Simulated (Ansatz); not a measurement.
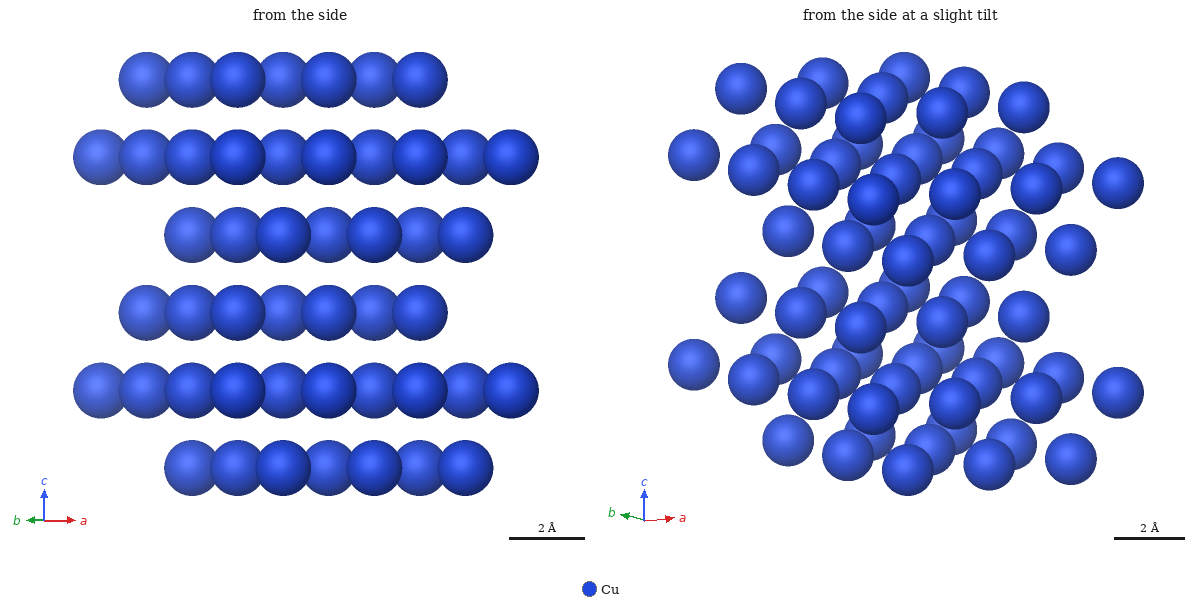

A spheres-only picture of a periodic slab, seen from the side and from the side at a slight tilt. The surface normal points up in side views; the vacuum is left out. 3×3 cells are drawn in the plane, with atoms at the edges repeated.

The cell holds 6 Cu.

**What is the slab's thickness, atom centre to atom centre?**

About 10 Å from the lowest to the highest atom.

**Give the sequence of planes from the top.**

Six planes: Cu / Cu / Cu / Cu / Cu / Cu.

The structure comes from a structure listed in the Materials Project. The cell was then strained or its atoms displaced on purpose. A calculation with Ansatz used it as input.

At this level of theory the run's own cell isn't at rest (compressed, at 6 GPa), so its distances can differ from those at equilibrium, the more so the softer the solid.
